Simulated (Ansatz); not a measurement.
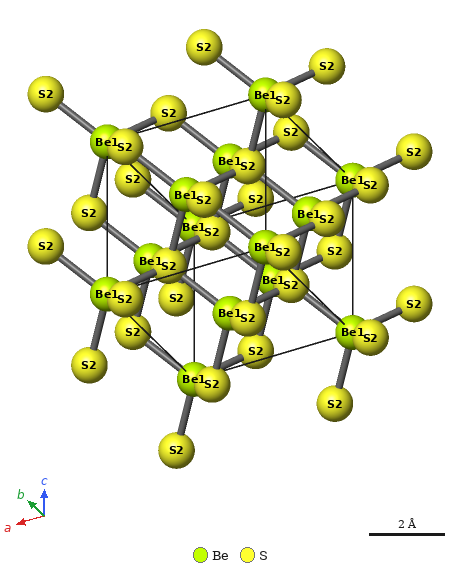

Starting structure of crystalline BeS (built on the database structure type). Style: ball-and-stick. Shown: the conventional cell (4 times the calculation's cell), from a free direction. Lengths and directions refer to the drawn axes.

Computed with DFT, PBEsol, plane waves, PAW in Ansatz 0.2.0.

Input file:
```yaml
crystal:
  lattice:
    - [0.0, 2.4351516489, 2.4351516489]
    - [2.4351516489, 0.0, 2.4351516489]
    - [2.4351516489, 2.4351516489, 0.0]
  atoms:
    - { symbol: Be, position: [0.0, 0.0, 0.0] }
    - { symbol: S, position: [0.75, 0.75, 0.75] }
kpoints:
  mp_grid: { grid: [8, 8, 8] }
hamiltonian:
  xc: pbesol
scf:
  occupations: { method: fermi_dirac, width: 0.03 }
relax:
  f_tol: 0.01
  cell: {}
  max_steps: 120
```

Launched with:
```bash
ansatz run input.yaml --threads 2 --pin off --max-ram 20275MiB --backend cpu --events-out ev --progress --plain --runs-dir out
```

What does the optimiser find from here?

The energy falls by 3.4 meV per cell of the calculation in 2 accepted moves (3 points after the start). All forces vanish by symmetry, so only the cell relaxes. The pressure goes from −1.87 to 0.02 GPa. The SCF was repeated once at an unchanged geometry on a basis and grid sized afresh for the cell, which shifted the energy by less than 0.05 meV per cell of the calculation at most. The atoms keep their places relative to the cell (all moves are under 0.005 Å). The drawn cell changes as follows: a = b = c 4.870 → 4.838 Å (−0.7 %); the volume changes by −2.0 %. Among the contacts that change: Be1–S2 2.109 → 2.095 Å. The space group stays F-43m (No. 216).
